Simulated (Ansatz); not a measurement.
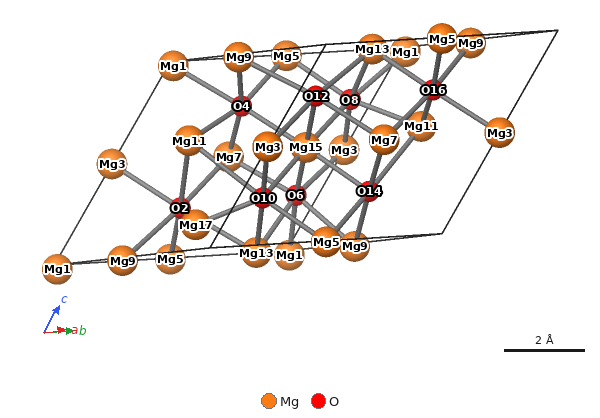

Fig. 1: The starting structure (ball-and-stick view of the cell of the calculation, seen at an oblique angle; atoms are numbered from 1 in the order of the input). An atom can appear more than once, as a periodic image.

**Nudged elastic band of Mg$_{9}$O$_{8}$ (part 1 of 2)**

System: Mg$_{9}$O$_{8}$ (defect cell, 17 atoms in the cell).
Method: DFT PBE, scalar-relativistic, plane waves, PAW, PAW set soft_1, no spin polarisation (Ansatz 0.2.0).

The structure derives from an entry of the Crystallography Open Database. The run did not end well. It belongs to a series of runs on one base structure; here: band between the two ends. Figures and captions count atoms from 1; the log counts them from 0 in places.

### What the program printed
```
Warning: neb: disabling space-group detection — the band's intermediate images generally break the endpoint symmetry, so no spatial operation reduces the k-mesh or symmetrises the density, except that a semilocal band can use its path's symmetry ahead of convergence; time reversal is kept, so that k and −k are solved as one point where they differ and the mesh holds both, and exact exchange and, on two spinor components, a DFT+U term hold to it where the run has them: on two components no moment then forms, and a state that bears one, which a typed moment (crystal.atoms[].spin; refused beside efield: under a hybrid functional) reaches, can lie lower, under hf by electronvolts; crystal.symmetry.detect: false (a key that needs symmetry detection or time reversal refuses this as the deck is read) with time_reversal: false beside it drops time reversal too
Engine: ansatz 0.2.0, aarch64-unknown-linux-gnu
Pseudopotentials: kind: paw
Pseudopotential: Mg, paw, valence charge 10, recommended cutoff 420 eV (normal), [file]
Pseudopotential: O, paw, valence charge 6, recommended cutoff 420 eV (normal), [file]
Functional definition: PBE
  parameter kappa = 0.804
  parameter beta = 0.06672455060314922
  exchange = pbe_x(kappa = kappa, mu = beta*pi^2/3)
  correlation = pbe_c(beta = beta)
NEB image 0
Crystal: 17 atoms, lattice volume = 149.876 Å³
Basis set: ecut = 420 eV, 2891 PW (Γ), exchange–correlation on 80×80×80 points (8 copies of the dense FFT grid, shifted against one another)
Bands: 86, of which v1, the nominal top of the filled ones, is band 69 counted from 1 (68 counted from 0)
Symmetry: 1 space group operations
k-points: 8
Non-local potential: Mg, projectors of the file, l = 0: 3, l = 1: 2, l = 2: 1
Non-local potential: O, projectors of the file, l = 0: 2, l = 1: 2, l = 2: 1
PAW form: soft (Blöchl's): semilocal exchange-correlation on the pseudo side does not see the compensation charge
PAW one-centre angular grid: Mg, 110 points (default); XC on 64 Gauss nodes
PAW one-centre angular grid: O, 110 points (default); XC on 64 Gauss nodes
Initial density: superposition of atomic densities (chi_scale 0.1, normalization cell, long waves kept (reshape's long-wave potential 0.10 eV rms))
Initial wavefunctions: pseudopotential atomic-orbital guess
Functional: x = pbe(κ = 0.804, μ = 0.2195149727645171), c = pbe(β = 0.06672455060314922)
SCF iter   1: F=—  HF=-21863.724400 eV  |F-HF|=—  |Δ(HF+E_count)|=         —  Δρ=7.93e-2  dr2=1.10e1  ethr=3.10e-3  ⟨swp⟩=6.2  Hψ=2882  notcnv=0  defer=14
preconditioner: auto → Resta (q_TF=auto, 2.691 Å⁻¹)  ε∞=3.6  [insulator: Δε(μ)=0.319 eV  Ē_g=15.366 eV  σ=0.020 eV  W_gap=0.57  n_scr=58 (ndim 8)  ℏωp=24.6 eV  f_vac=0.000  D(μ)=17.88/eV (n_scr^D=258)  ε∞_Penn≈3.6]
SCF iter   2: F=—  HF=-21862.002449 eV  |F-HF|=—  |Δ(HF+E_count)|=    1.72e0  Δρ=3.55e-2  dr2=1.75e0  ethr=3.10e-3  ⟨swp⟩=2.9  Hψ=1334  notcnv=0  defer=92
SCF iter   3: F=—  HF=-21862.005915 eV  |F-HF|=—  |Δ(HF+E_count)|=   3.47e-3  Δρ=1.18e-2  dr2=2.21e-1  ethr=1.27e-3  ⟨swp⟩=3.5  Hψ=1339  notcnv=0  defer=82
SCF iter   4: F=—  HF=-21862.029384 eV  |F-HF|=—  |Δ(HF+E_count)|=   2.35e-2  Δρ=2.55e-3  dr2=7.94e-3  ethr=1.60e-4  ⟨swp⟩=2.6  Hψ=873  notcnv=0  defer=82
SCF iter   5: F=—  HF=-21862.031660 eV  |F-HF|=—  |Δ(HF+E_count)|=   2.28e-3  Δρ=6.82e-4  dr2=5.40e-4  ethr=5.75e-6  ⟨swp⟩=2.0  Hψ=1140  notcnv=0  defer=82
SCF iter   6: F=—  HF=-21862.031948 eV  |F-HF|=—  |Δ(HF+E_count)|=   2.87e-4  Δρ=9.55e-5  dr2=1.22e-5  ethr=3.92e-7  ⟨swp⟩=2.0  Hψ=806  notcnv=0  defer=82
SCF iter   7: F=—  HF=-21862.031790 eV  |F-HF|=—  |Δ(HF+E_count)|=   1.58e-4  Δρ=2.37e-5  dr2=6.46e-7  ethr=8.85e-9  ⟨swp⟩=2.0  Hψ=1240  notcnv=0  defer=82
SCF iter   8: F=-21862.031789 eV  HF=-21862.031789 eV  |F-HF|=2.70e-8  |Δ(HF+E_count)|=   1.27e-7  Δρ=6.00e-6  dr2=6.29e-8  ethr=7.25e-11  ⟨swp⟩=4.1  Hψ=2377  notcnv=0
SCF 1 converged in 8 iterations: F = -21862.031789 eV  dr2 = 6.29e-8
  greatest PAW one-centre occupation: 1.001 electrons in one spin orbital (limit 2), on the Mg atom at site 16 (counted from 0), in its partial waves of l = 1
NSCF: frozen V_eff on 8 k-points
NEB image 6
SCF iter   1: F=—  HF=-21863.686235 eV  |F-HF|=—  |Δ(HF+E_count)|=         —  Δρ=7.90e-2  dr2=1.09e1  ethr=3.10e-3  ⟨swp⟩=6.4  Hψ=2844  notcnv=0  defer=17
preconditioner: auto → Resta (q_TF=auto, 2.691 Å⁻¹)  ε∞=3.6  [insulator: Δε(μ)=0.252 eV  Ē_g=15.367 eV  σ=0.020 eV  W_gap=0.55  n_scr=58 (ndim 8)  ℏωp=24.6 eV  f_vac=0.000  D(μ)=17.37/eV (n_scr^D=258)  ε∞_Penn≈3.6]
SCF iter   2: F=—  HF=-21862.007496 eV  |F-HF|=—  |Δ(HF+E_count)|=    1.68e0  Δρ=3.56e-2  dr2=1.78e0  ethr=3.10e-3  ⟨swp⟩=2.9  Hψ=1308  notcnv=0  defer=90
SCF iter   3: F=—  HF=-21862.007082 eV  |F-HF|=—  |Δ(HF+E_count)|=   4.14e-4  Δρ=1.18e-2  dr2=2.23e-1  ethr=1.29e-3  ⟨swp⟩=3.4  Hψ=1330  notcnv=0  defer=87
SCF iter   4: F=—  HF=-21862.029524 eV  |F-HF|=—  |Δ(HF+E_count)|=   2.24e-2  Δρ=2.66e-3  dr2=8.94e-3  ethr=1.62e-4  ⟨swp⟩=2.5  Hψ=862  notcnv=0  defer=87
SCF iter   5: F=—  HF=-21862.031968 eV  |F-HF|=—  |Δ(HF+E_count)|=   2.44e-3  Δρ=6.95e-4  dr2=5.67e-4  ethr=6.48e-6  ⟨swp⟩=2.0  Hψ=1129  notcnv=0  defer=87
SCF iter   6: F=—  HF=-21862.032267 eV  |F-HF|=—  |Δ(HF+E_count)|=   2.99e-4  Δρ=9.90e-5  dr2=1.32e-5  ethr=4.11e-7  ⟨swp⟩=2.0  Hψ=836  notcnv=0  defer=87
SCF iter   7: F=—  HF=-21862.032147 eV  |F-HF|=—  |Δ(HF+E_count)|=   1.20e-4  Δρ=2.71e-5  dr2=7.66e-7  ethr=9.59e-9  ⟨swp⟩=2.0  Hψ=1240  notcnv=0  defer=87
SCF iter   8: F=-21862.032146 eV  HF=-21862.032146 eV  |F-HF|=2.10e-8  |Δ(HF+E_count)|=   2.01e-7  Δρ=6.53e-6  dr2=7.30e-8  ethr=7.25e-11  ⟨swp⟩=4.4  Hψ=2380  notcnv=0
SCF 2 converged in 8 iterations: F = -21862.032146 eV  dr2 = 7.30e-8
NSCF: frozen V_eff on 8 k-points
NEB end point (image 0): max|allowed force component| = 2.375e-2 eV/Å (the criterion of neb.relax_end_points is 1.000e-2)
NEB end point (image 6): max|allowed force component| = 2.952e-2 eV/Å (the criterion of neb.relax_end_points is 1.000e-2)
NEB image 1
SCF iter   1: F=—  HF=-21862.264649 eV  |F-HF|=—  |Δ(HF+E_count)|=         —  Δρ=7.44e-2  dr2=7.80e0  ethr=3.10e-3  ⟨swp⟩=6.2  Hψ=2704  notcnv=0  defer=20
preconditioner: auto → Resta (q_TF=auto, 2.691 Å⁻¹)  ε∞=3.6  [insulator: Δε(μ)=0.028 eV  Ē_g=15.318 eV  σ=0.020 eV  W_gap=0.68  n_scr=58 (ndim 8)  ℏωp=24.6 eV  f_vac=0.000  D(μ)=8.97/eV (n_scr^D=88)  ε∞_Penn≈3.6]
SCF iter   2: F=—  HF=-21860.979593 eV  |F-HF|=—  |Δ(HF+E_count)|=    1.29e0  Δρ=3.60e-2  dr2=2.03e0  ethr=3.10e-3  ⟨swp⟩=3.1  Hψ=1400  notcnv=0  defer=81
preconditioner: auto → Kerker (q_TF=auto, 2.691 Å⁻¹)  [metal: Δε(μ)=0.009 eV  Ē_g=15.476 eV  σ=0.020 eV  W_gap=0.24  n_scr=58 (ndim 8)  ℏωp=24.6 eV  f_vac=0.000  D(μ)=17.99/eV (n_scr^D=258)]
SCF iter   3: F=—  HF=-21860.967991 eV  |F-HF|=—  |Δ(HF+E_count)|=   1.16e-2  Δρ=1.01e-2  dr2=1.79e-1  ethr=1.47e-3  ⟨swp⟩=3.1  Hψ=945  notcnv=0  defer=81
SCF iter   4: F=—  HF=-21860.961291 eV  |F-HF|=—  |Δ(HF+E_count)|=   6.70e-3  Δρ=3.21e-3  dr2=2.00e-2  ethr=1.30e-4  ⟨swp⟩=2.4  Hψ=1076  notcnv=0  defer=83
SCF iter   5: F=—  HF=-21860.960006 eV  |F-HF|=—  |Δ(HF+E_count)|=   1.28e-3  Δρ=1.11e-3  dr2=4.73e-3  ethr=1.45e-5  ⟨swp⟩=2.1  Hψ=733  notcnv=0  defer=83
SCF iter   6: F=—  HF=-21860.959085 eV  |F-HF|=—  |Δ(HF+E_count)|=   9.21e-4  Δρ=4.35e-4  dr2=6.25e-4  ethr=3.43e-6  ⟨swp⟩=2.0  Hψ=856  notcnv=0  defer=83
[...]
NEB image 2
preconditioner: auto → Resta (q_TF=auto, 2.691 Å⁻¹)  ε∞=3.6  [insulator: Δε(μ)=0.123 eV  Ē_g=15.277 eV  σ=0.020 eV  W_gap=1.00  n_scr=58 (ndim 8)  ℏωp=24.6 eV  f_vac=0.000  D(μ)=0.00/eV (n_scr^D=0)  ε∞_Penn≈3.6]
  greatest PAW one-centre occupation: 1.003 electrons in one spin orbital (limit 2), on the Mg atom at site 16 (counted from 0), in its partial waves of l = 1
NEB image 3
Initial density: superposition of atomic densities (chi_scale 0.1, normalization cell, long waves kept (reshape's long-wave potential 0.11 eV rms))
preconditioner: auto → Resta (q_TF=auto, 2.691 Å⁻¹)  ε∞=3.6  [insulator: Δε(μ)=0.201 eV  Ē_g=15.268 eV  σ=0.020 eV  W_gap=1.00  n_scr=58 (ndim 8)  ℏωp=24.6 eV  f_vac=0.000  D(μ)=0.00/eV (n_scr^D=0)  ε∞_Penn≈3.6]
preconditioner: auto → Kerker (q_TF=auto, 2.691 Å⁻¹)  [metal: Δε(μ)=0.019 eV  Ē_g=15.418 eV  σ=0.020 eV  W_gap=0.50  n_scr=58 (ndim 8)  ℏωp=24.6 eV  f_vac=0.000  D(μ)=14.10/eV (n_scr^D=168)]
  greatest PAW one-centre occupation: 1.004 electrons in one spin orbital (limit 2), on the Mg atom at site 16 (counted from 0), in its partial waves of l = 1
NEB image 4
preconditioner: auto → Resta (q_TF=auto, 2.691 Å⁻¹)  ε∞=3.6  [insulator: Δε(μ)=0.056 eV  Ē_g=15.278 eV  σ=0.020 eV  W_gap=0.95  n_scr=58 (ndim 8)  ℏωp=24.6 eV  f_vac=0.000  D(μ)=2.05/eV (n_scr^D=14)  ε∞_Penn≈3.6]
preconditioner: auto → Kerker (q_TF=auto, 2.691 Å⁻¹)  [metal: Δε(μ)=0.006 eV  Ē_g=15.434 eV  σ=0.020 eV  W_gap=0.16  n_scr=58 (ndim 8)  ℏωp=24.6 eV  f_vac=0.000  D(μ)=15.56/eV (n_scr^D=180)]
NEB image 5
preconditioner: auto → Resta (q_TF=auto, 2.691 Å⁻¹)  ε∞=3.6  [insulator: Δε(μ)=0.057 eV  Ē_g=15.322 eV  σ=0.020 eV  W_gap=0.96  n_scr=58 (ndim 8)  ℏωp=24.6 eV  f_vac=0.000  D(μ)=1.80/eV (n_scr^D=8)  ε∞_Penn≈3.6]
NEB iter   1: max|band force component| = 7.771e0 eV/Å  barrier→ = 3.8148 eV  barrier← = 3.8151 eV  Δτ_max = 0.0781 Å  (66 SCF iters)
NEB image 1
Initial density: handed on by an earlier stage of this run
Initial wavefunctions: those handed on with the density
preconditioner: auto → Resta (q_TF=auto, 2.691 Å⁻¹)  ε∞=3.5  [insulator: Δε(μ)=0.033 eV  Ē_g=15.562 eV  σ=0.020 eV  W_gap=0.76  n_scr=58 (ndim 8)  ℏωp=24.6 eV  f_vac=0.000  D(μ)=7.04/eV (n_scr^D=58)  ε∞_Penn≈3.5]
NEB image 2
preconditioner: auto → Kerker (q_TF=auto, 2.691 Å⁻¹)  [metal: Δε(μ)=0.006 eV  Ē_g=15.492 eV  σ=0.020 eV  W_gap=0.16  n_scr=58 (ndim 8)  ℏωp=24.6 eV  f_vac=0.000  D(μ)=30.70/eV (n_scr^D=536)]
  greatest PAW one-centre occupation: 1.002 electrons in one spin orbital (limit 2), on the Mg atom at site 16 (counted from 0), in its partial waves of l = 1
NEB image 3
preconditioner: auto → Resta (q_TF=auto, 2.691 Å⁻¹)  ε∞=3.5  [insulator: Δε(μ)=0.124 eV  Ē_g=15.487 eV  σ=0.020 eV  W_gap=1.00  n_scr=58 (ndim 8)  ℏωp=24.6 eV  f_vac=0.000  D(μ)=0.00/eV (n_scr^D=0)  ε∞_Penn≈3.5]
preconditioner: auto → Kerker (q_TF=auto, 2.691 Å⁻¹)  [metal: Δε(μ)=0.006 eV  Ē_g=15.478 eV  σ=0.020 eV  W_gap=0.18  n_scr=58 (ndim 8)  ℏωp=24.6 eV  f_vac=0.000  D(μ)=29.94/eV (n_scr^D=536)]
NEB image 4
preconditioner: auto → Kerker (q_TF=auto, 2.691 Å⁻¹)  [metal: Δε(μ)=0.011 eV  Ē_g=15.511 eV  σ=0.020 eV  W_gap=0.30  n_scr=58 (ndim 8)  ℏωp=24.6 eV  f_vac=0.000  D(μ)=18.41/eV (n_scr^D=282)]
NEB image 5
preconditioner: auto → Resta (q_TF=auto, 2.691 Å⁻¹)  ε∞=3.5  [insulator: Δε(μ)=0.059 eV  Ē_g=15.562 eV  σ=0.020 eV  W_gap=0.96  n_scr=58 (ndim 8)  ℏωp=24.6 eV  f_vac=0.000  D(μ)=1.75/eV (n_scr^D=8)  ε∞_Penn≈3.5]
NEB iter   2: max|band force component| = 4.694e0 eV/Å  barrier→ = 2.3425 eV  barrier← = 2.3428 eV  Δτ_max = 0.1410 Å  (42 SCF iters)
[... from here on the SCF iterations and repeated set-up lines of each step are left out, up to the last step ...]
NEB image 1
NEB image 2
NEB image 3
NEB image 4
NEB image 5
NEB iter   3: max|band force component| = 1.225e0 eV/Å  barrier→ = 1.2655 eV  barrier← = 1.2659 eV  Δτ_max = 0.0319 Å  (44 SCF iters)
NEB image 1
NEB image 2
NEB image 3
NEB image 4
NEB image 5
NEB iter   4: max|band force component| = 3.801e-1 eV/Å  barrier→ = 1.2212 eV  barrier← = 1.2216 eV  CI = image 3  Δτ_max = 0.1988 Å  (41 SCF iters)
NEB image 1
NEB image 2
NEB image 3
NEB image 4
NEB image 5
NEB iter   5: max|band force component| = 2.176e0 eV/Å  barrier→ = 1.2058 eV  barrier← = 1.2061 eV  CI = image 3  Δτ_max = 0.1002 Å  (35 SCF iters)
NEB image 1
NEB image 2
NEB image 3
NEB image 4
NEB image 5
NEB iter   6: max|band force component| = 5.375e-1 eV/Å  barrier→ = 1.1931 eV  barrier← = 1.1934 eV  CI = image 3  Δτ_max = 0.0818 Å  (37 SCF iters)
NEB image 1
NEB image 2
NEB image 3
NEB image 4
NEB image 5
NEB iter   7: max|band force component| = 3.101e-1 eV/Å  barrier→ = 1.1815 eV  barrier← = 1.1818 eV  CI = image 3  Δτ_max = 0.1854 Å  (37 SCF iters)
NEB image 1
NEB image 2
NEB image 3
NEB image 4
NEB image 5
NEB iter   8: max|band force component| = 1.290e0 eV/Å  barrier→ = 1.1556 eV  barrier← = 1.1559 eV  CI = image 3  Δτ_max = 0.0958 Å  (33 SCF iters)
NEB image 1
NEB image 2
NEB image 3
NEB image 4
NEB image 5
NEB iter   9: max|band force component| = 5.483e-1 eV/Å  barrier→ = 1.0837 eV  barrier← = 1.0840 eV  CI = image 3  Δτ_max = 0.1520 Å  (33 SCF iters)
NEB image 1
NEB image 2
NEB image 3
NEB image 4
NEB image 5
NEB iter  10: max|band force component| = 6.722e-1 eV/Å  barrier→ = 0.8799 eV  barrier← = 0.8802 eV  CI = image 3  Δτ_max = 0.0763 Å  (36 SCF iters)
NEB image 1
NEB image 2
NEB image 3
NEB image 4
NEB image 5
NEB iter  11: max|band force component| = 5.733e-1 eV/Å  barrier→ = 0.7889 eV  barrier← = 0.7893 eV  CI = image 3  Δτ_max = 0.0761 Å  (34 SCF iters)
NEB image 1
NEB image 2
NEB image 3
NEB image 4
NEB image 5
NEB iter  12: max|band force component| = 5.477e-1 eV/Å  barrier→ = 0.7079 eV  barrier← = 0.7082 eV  CI = image 3  Δτ_max = 0.0762 Å  (32 SCF iters)
NEB image 1
NEB image 2
NEB image 3
NEB image 4
NEB image 5
NEB iter  13: max|band force component| = 5.243e-1 eV/Å  barrier→ = 0.6338 eV  barrier← = 0.6341 eV  CI = image 3  Δτ_max = 0.0383 Å  (32 SCF iters)
NEB image 1
NEB image 2
NEB image 3
NEB image 4
NEB image 5
NEB iter  14: max|band force component| = 4.206e-1 eV/Å  barrier→ = 0.5959 eV  barrier← = 0.5963 eV  CI = image 3  Δτ_max = 0.0382 Å  (31 SCF iters)
NEB image 1
NEB image 2
NEB image 3
NEB image 4
NEB image 5
NEB iter  15: max|band force component| = 4.303e-1 eV/Å  barrier→ = 0.5488 eV  barrier← = 0.5492 eV  CI = image 3  Δτ_max = 0.0190 Å  (30 SCF iters)
NEB image 1
NEB image 2
NEB image 3
NEB image 4
NEB image 5
NEB iter  16: max|band force component| = 3.608e-1 eV/Å  barrier→ = 0.5243 eV  barrier← = 0.5246 eV  CI = image 3  Δτ_max = 0.0382 Å  (30 SCF iters)
NEB image 1
NEB image 2
NEB image 3
NEB image 4
NEB image 5
NEB iter  17: max|band force component| = 3.526e-1 eV/Å  barrier→ = 0.4689 eV  barrier← = 0.4693 eV  CI = image 3  Δτ_max = 0.0381 Å  (31 SCF iters)
NEB image 1
NEB image 2
NEB image 3
NEB image 4
NEB image 5
NEB iter  18: max|band force component| = 3.905e-1 eV/Å  barrier→ = 0.4123 eV  barrier← = 0.4127 eV  CI = image 3  Δτ_max = 0.0378 Å  (30 SCF iters)
NEB image 1
NEB image 2
NEB image 3
NEB image 4
NEB image 5
NEB iter  19: max|band force component| = 3.991e-1 eV/Å  barrier→ = 0.3528 eV  barrier← = 0.3532 eV  CI = image 3  Δτ_max = 0.0756 Å  (30 SCF iters)
NEB image 1
NEB image 2
NEB image 3
NEB image 4
NEB image 5
NEB iter  20: max|band force component| = 3.448e-1 eV/Å  barrier→ = 0.3018 eV  barrier← = 0.3021 eV  CI = image 3  Δτ_max = 0.1476 Å  (31 SCF iters)
NEB image 1
NEB image 2
NEB image 3
NEB image 4
NEB image 5
NEB iter  21: max|band force component| = 3.375e-1 eV/Å  barrier→ = 0.3690 eV  barrier← = 0.3693 eV  CI = image 3  Δτ_max = 0.1060 Å  (32 SCF iters)
NEB image 1
NEB image 2
NEB image 3
NEB image 4
NEB image 5
NEB iter  22: max|band force component| = 6.383e-1 eV/Å  barrier→ = 0.3744 eV  barrier← = 0.3748 eV  CI = image 3  Δτ_max = 0.0538 Å  (34 SCF iters)
NEB image 1
NEB image 2
NEB image 3
NEB image 4
NEB image 5
NEB iter  23: max|band force component| = 4.301e-1 eV/Å  barrier→ = 0.3605 eV  barrier← = 0.3608 eV  CI = image 3  Δτ_max = 0.0539 Å  (32 SCF iters)
NEB image 1
NEB image 2
NEB image 3
NEB image 4
NEB image 5
NEB iter  24: max|band force component| = 2.094e-1 eV/Å  barrier→ = 0.3502 eV  barrier← = 0.3505 eV  CI = image 3  Δτ_max = 0.0341 Å  (30 SCF iters)
NEB image 1
NEB image 2
NEB image 3
NEB image 4
NEB image 5
NEB iter  25: max|band force component| = 1.461e-1 eV/Å  barrier→ = 0.3403 eV  barrier← = 0.3406 eV  CI = image 3  Δτ_max = 0.0391 Å  (32 SCF iters)
NEB image 1
NEB image 2
NEB image 3
NEB image 4
NEB image 5
NEB iter  26: max|band force component| = 1.135e-1 eV/Å  barrier→ = 0.3290 eV  barrier← = 0.3294 eV  CI = image 3  Δτ_max = 0.0287 Å  (30 SCF iters)
NEB image 1
NEB image 2
NEB image 3
NEB image 4
NEB image 5
NEB iter  27: max|band force component| = 1.183e-1 eV/Å  barrier→ = 0.3206 eV  barrier← = 0.3210 eV  CI = image 3  Δτ_max = 0.0267 Å  (30 SCF iters)
NEB image 1
NEB image 2
NEB image 3
NEB image 4
NEB image 5
NEB iter  28: max|band force component| = 1.177e-1 eV/Å  barrier→ = 0.3164 eV  barrier← = 0.3168 eV  CI = image 3  Δτ_max = 0.0133 Å  (30 SCF iters)
NEB image 1
NEB image 2
NEB image 3
NEB image 4
NEB image 5
NEB iter  29: max|band force component| = 1.488e-1 eV/Å  barrier→ = 0.3147 eV  barrier← = 0.3150 eV  CI = image 3  Δτ_max = 0.0067 Å  (30 SCF iters)
NEB image 1
NEB image 2
preconditioner: auto → Resta (q_TF=auto, 2.691 Å⁻¹)  ε∞=3.5  [insulator: Δε(μ)=0.238 eV  Ē_g=15.565 eV  σ=0.020 eV  W_gap=1.00  n_scr=58 (ndim 8)  ℏωp=24.6 eV  f_vac=0.000  D(μ)=0.00/eV (n_scr^D=0)  ε∞_Penn≈3.5]
NEB image 3
preconditioner: auto → Resta (q_TF=auto, 2.691 Å⁻¹)  ε∞=3.5  [insulator: Δε(μ)=0.389 eV  Ē_g=15.478 eV  σ=0.020 eV  W_gap=1.
[...]
preconditioner: auto → Resta (q_TF=auto, 2.691 Å⁻¹)  ε∞=3.5  [insulator: Δε(μ)=0.500 eV  Ē_g=15.571 eV  σ=0.020 eV  W_gap=1.00  n_scr=58 (ndim 8)  ℏωp=24.6 eV  f_vac=0.000  D(μ)=0.00/eV (n_scr^D=0)  ε∞_Penn≈3.5]
SCF iter   2: F=—  HF=-21861.882025 eV  |F-HF|=—  |Δ(HF+E_count)|=   1.73e-2  Δρ=8.03e-3  dr2=6.34e-2  ethr=1.85e-4  ⟨swp⟩=2.1  Hψ=829  notcnv=0
SCF iter   3: F=—  HF=-21861.880523 eV  |F-HF|=—  |Δ(HF+E_count)|=   1.50e-3  Δρ=9.06e-4  dr2=1.34e-3  ethr=4.59e-5  ⟨swp⟩=3.0  Hψ=1406  notcnv=0
SCF iter   4: F=—  HF=-21861.880479 eV  |F-HF|=—  |Δ(HF+E_count)|=   4.34e-5  Δρ=2.24e-4  dr2=8.80e-5  ethr=9.73e-7  ⟨swp⟩=2.0  Hψ=1173  notcnv=0
SCF iter   5: F=—  HF=-21861.880496 eV  |F-HF|=—  |Δ(HF+E_count)|=   1.64e-5  Δρ=5.08e-5  dr2=4.64e-6  ethr=6.38e-8  ⟨swp⟩=2.0  Hψ=1186  notcnv=0
SCF iter   6: F=—  HF=-21861.880495 eV  |F-HF|=—  |Δ(HF+E_count)|=   1.06e-6  Δρ=1.34e-5  dr2=2.79e-7  ethr=3.36e-9  ⟨swp⟩=2.0  Hψ=1240  notcnv=0
SCF iter   7: F=-21861.880495 eV  HF=-21861.880495 eV  |F-HF|=9.91e-9  |Δ(HF+E_count)|=   1.51e-8  Δρ=3.66e-6  dr2=1.89e-8  ethr=7.25e-11  ⟨swp⟩=4.0  Hψ=2375  notcnv=0
SCF 377 converged in 7 iterations: F = -21861.880495 eV  dr2 = 1.89e-8
NEB iter  75: max|band force component| = 7.666e-1 eV/Å  barrier→ = 0.2881 eV  barrier← = 0.2885 eV  CI = image 4  Δτ_max = 0.1981 Å  (32 SCF iters)
```

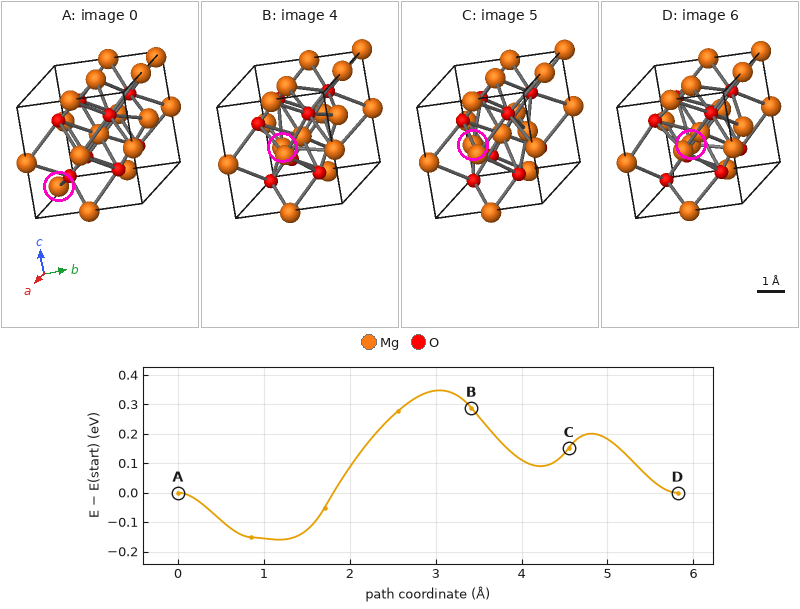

Fig. 2: Images of the last band (counted from 0; ball-and-stick, reduced simulation cell, seen slightly off an axis), with the moving atom and its periodic copies ringed, above the energy along the path; the line is a cubic interpolation that uses the forces. The highest image is number 4, 0.288 eV above the start and 0.289 eV above the end (the climbing image); start and end have the same energy. The path is 5.82 Å long, and Mg17 moves most (2.15 Å). The band had not converged after 75 iterations.

```
Step failed. What follows is not a result of the run: it is the report of the last solve that finished, which converged after 7 SCF iterations.
Free energy (F): -21861.880495 eV
Harris-Foulkes:  -21861.880495 eV  (|F-HF|=9.91e-9)
Internal energy: -21861.880495 eV  (E = F + TS)
E sigma→0 (E₀):  -21861.880495 eV
Fermi energy:    15.194129 eV
--- Per-component energies (eV) ---
  E_band       = -2509.396130
  E_kinetic    = 2053.675225
  E_local      = -14937.223965  (includes V_loc(G=0)·N_el)
  E_nonlocal   = 2176.807163
  E_hartree    = 4996.419635
  E_xc         = -843.212143
  E_vxc        = -1081.457758  (∫ρ·V_xc dr)
  E_paw        = -4001.461363  (= ΣΔE_a)
  E_vpaw       = -714.041922  (= ΣTr[D̂ρ^β])
  E_aug_tail   = 0.004769  (compensation charges beyond the density's cutoff)
  E_ewald      = -11306.889816
  E_smearing   = -0.000000  (= −TS)
  E_closure    = -0.000000  (closes the sum)
  Σ components = -21861.880495   (vs F -21861.880495, Δ=0.00e0)
```
